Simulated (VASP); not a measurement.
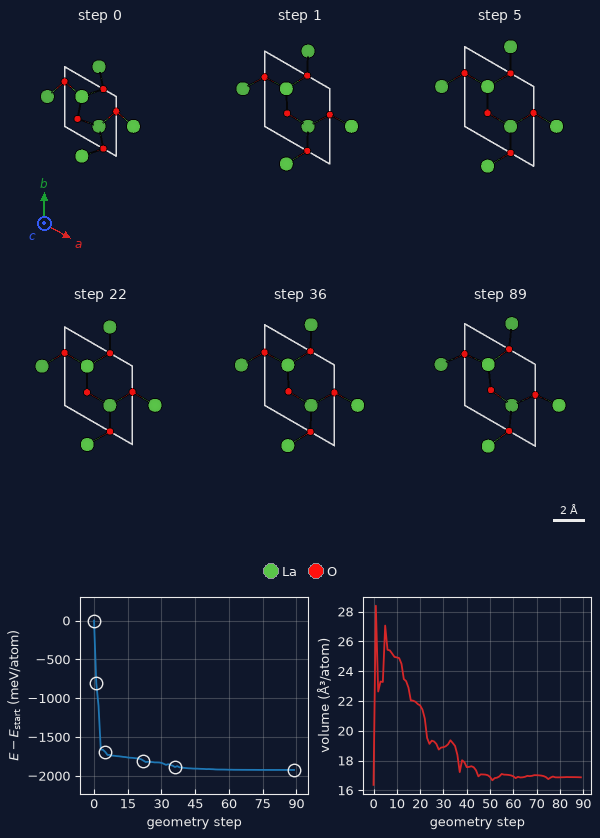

Frames of a relaxation of a crystal of La$_{2}$O$_{3}$ (set up in P321), marked on the history of the run. Style: ball-and-stick. Shown: the cell of the calculation, along the c axis.

The run lets cell and atoms move.

Theory: VASP 6.6.1, Kohn-Sham DFT of a periodic cell, PBE, VASP PAW PBE potentials, recommended.

Input
```
SYSTEM = La2O3
PREC = Accurate
ENCUT = 520
EDIFF = 1E-6
ISMEAR = 0
SIGMA = 0.1
LREAL = .False.
LASPH = .True.
NELM = 120
ALGO = Normal
ISIF = 3
LWAVE = .False.
LCHARG = .False.
GGA = PE
IBRION = 2
NSW = 90
EDIFFG = -0.01
```

Run as
```bash
cat potpaw_PBE.64/La/POTCAR potpaw_PBE.64/O/POTCAR > POTCAR
mpirun -np 1 vasp_std > vasp.out
```

What happens along the run?

The relaxation stopped without meeting its thresholds, so the last structure isn't shown to be converged. The largest moves relative to the cell, 0.82 Å, are those of La atoms. By element the largest moves are La 0.82 Å, O 0.66 Å. The drawn cell changes as follows: a = b 3.930 → 5.387 Å (+37.1 %), c 6.120 → 3.358 Å (−45.1 %); the volume changes by +3.1 %. Among the contacts that change: La–La 6.120 → 3.358 Å, La–O 4.829 → 2.404 Å, O–O 1.702 → 3.474 Å, La–La 3.809 → 3.111 Å. New bonds form: La–O (4.83 → 2.40 Å). Among the angles between lasting bonds that change: La–O–La 125.4° → 146.3°. The space group stays P321 (No. 150). After 89 geometry steps the energy has fallen by 1923 meV per atom. The largest force component goes from 7.8 to 0.017 eV/Å. The pressure goes from 41.46 to −0.15 GPa. From step 0 to 1: O atoms move most (0.48 Å), volume +73.5 %, energy −807 meV per atom. From step 1 to 5: La atoms move most (0.26 Å), volume −4.7 %, energy −885 meV per atom. From step 5 to 22: La atoms move most (0.24 Å), volume −23.0 %, energy −112 meV per atom. From step 22 to 36: La atoms move most (0.26 Å), volume −11.7 %, energy −82.3 meV per atom. From step 36 to 89: La atoms move most (0.53 Å), volume −8.2 %, energy −37.2 meV per atom.
